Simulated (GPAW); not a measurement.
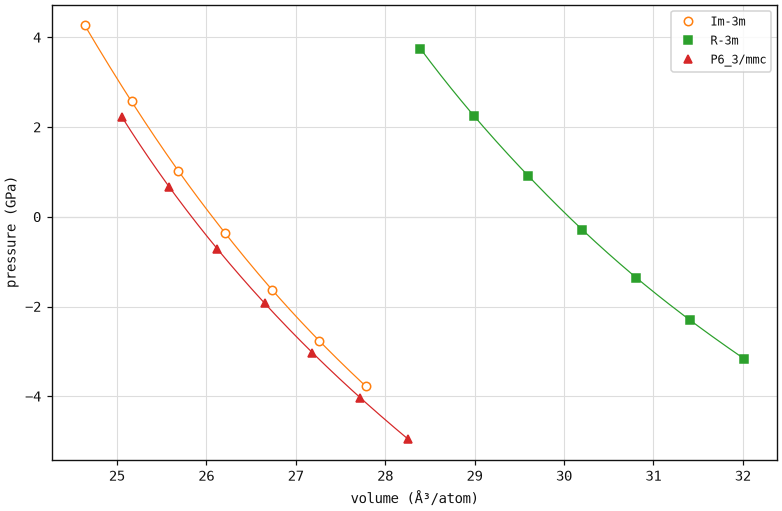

The plot gives the computed pressure against volume, with one curve for each structure, for Sb.

Method: PAW DFT in plane waves, on a grid or in atomic orbitals, no spin polarisation; energies at scaled volumes of the given cell, shape and fractions fixed, counted from the fit's minimum, third-order Birch-Murnaghan fit (GPAW 26.7.0). Level: PBEsol.

| setting | value |
| --- | --- |
| occupations | Fermi–Dirac |
| smearing width | 0.05 eV |
| potentials | PAW data sets made by gpaw setup for the functional |
| wave cutoff | 600 eV |

Settings that differ: Im-3m: k mesh 10×10×10; R-3m: k mesh 8×8×8; P6_3/mmc: k mesh 9×9×5.

Question: Order the curves by fitted equilibrium volume, smallest first.

Answer: P6_3/mmc 25.855, Im-3m 26.081, R-3m 30.070 Å³/atom.

Question: For Im-3m: read off the course of the pressure.

Answer: It falls from 4.27 GPa at volume 24.64 Å³/atom to −3.78 GPa at 27.79 Å³/atom, and changes sign near 26.07 Å³/atom.

The computed values:

Im-3m:
```csv
volume (Å³/atom),pressure (GPa)
24.64,4.27
25.16,2.57
25.69,1.02
26.21,-0.37
26.74,-1.63
27.26,-2.76
27.79,-3.78
```

R-3m:
```csv
volume (Å³/atom),pressure (GPa)
28.39,3.75
29.00,2.24
29.60,0.91
30.21,-0.29
30.81,-1.36
31.41,-2.31
32.02,-3.17
```

P6_3/mmc:
```csv
volume (Å³/atom),pressure (GPa)
25.05,2.23
25.59,0.66
26.12,-0.71
26.65,-1.93
27.19,-3.03
27.72,-4.03
28.25,-4.95
```
